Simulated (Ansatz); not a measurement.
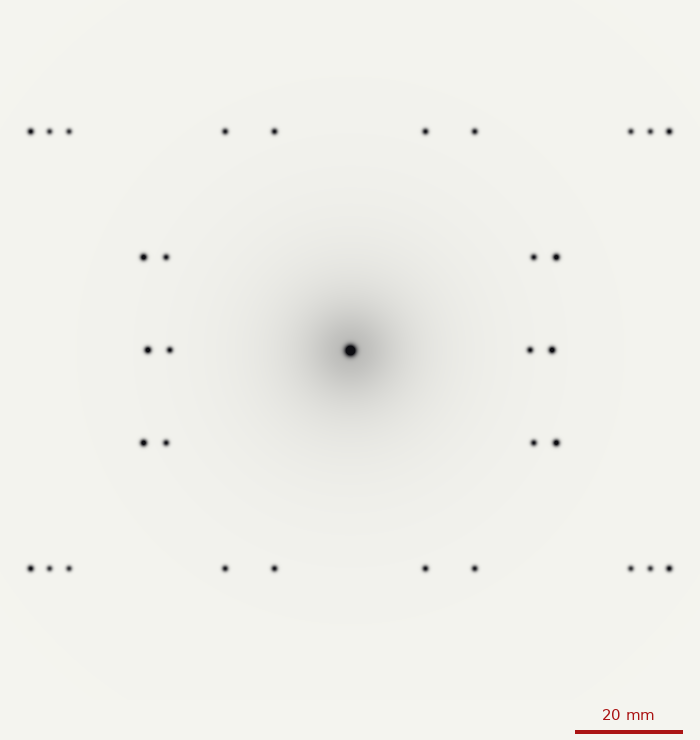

Simulated X-ray rotation photograph: Cu Kα radiation (λ = 1.5418 Å), cylindrical film of radius 57.3 mm unrolled, rotation axis vertical and normal to the beam, kinematic intensities without Lorentz or polarisation factors, the film spanning ±63° about the beam; spots down to d = 1.41 Å.

Q: What lattice repeat along the rotation axis do the layer lines give?

A: The first layer line lies 17.5 mm from the equator, so tan ν = 0.305, sin ν = 0.292 and the period is λ/sin ν = 5.29 Å. Further lines follow at 41.1 mm.

The crystal is Ge, space group Pm-3n (No. 223), a = 5.289 Å. Structure: the end point of a relaxation with DFT, LDA (PW92), plane waves (420 eV) with PAW, scalar-relativistic (Ansatz 0.2.0); the starting structure was generated, so it need not be a known form of this composition.

Q: About which axis was it rotated?

A: About [001] (or an equivalent direction), whose length in the conventional cell is 5.289 Å.
